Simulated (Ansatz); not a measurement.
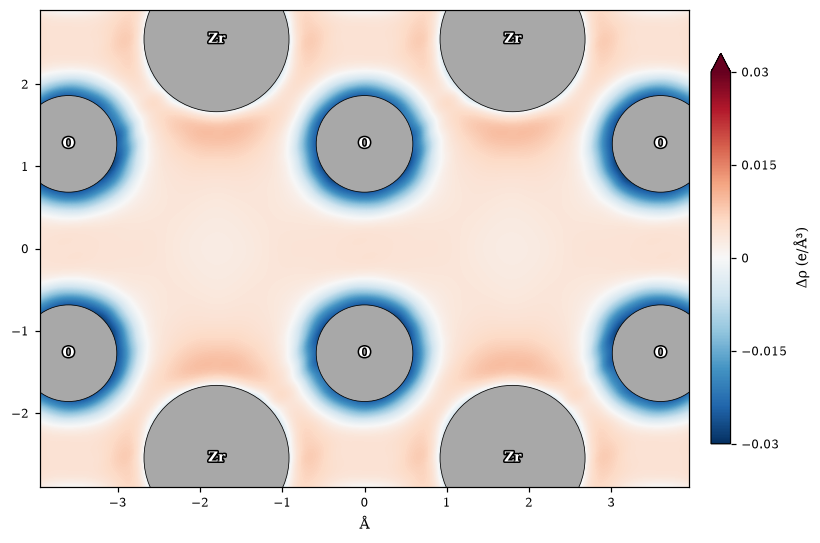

ZrO₂. Difference of the valence pseudo-densities of two functionals at the same geometry, on the (11̄0) plane of the calculation cell: one of LDA and RPBE less the other.

Both computed with Ansatz (plane waves, PAW), on the same k-point mesh. Grey discs cover the atomic cores.

**Which was subtracted from which, and what does the map show?**

It is LDA less RPBE. Against RPBE, LDA gives more density around Zr (+0.007 e/Å³ on average at 1.2 Å from the nucleus), less density around O (−0.013 e/Å³ on average at 0.7 Å from the nucleus), more density in the space between the atoms (+0.002 e/Å³ on average) and a change of +0.005 e/Å³ at the midpoint of Zr–O.
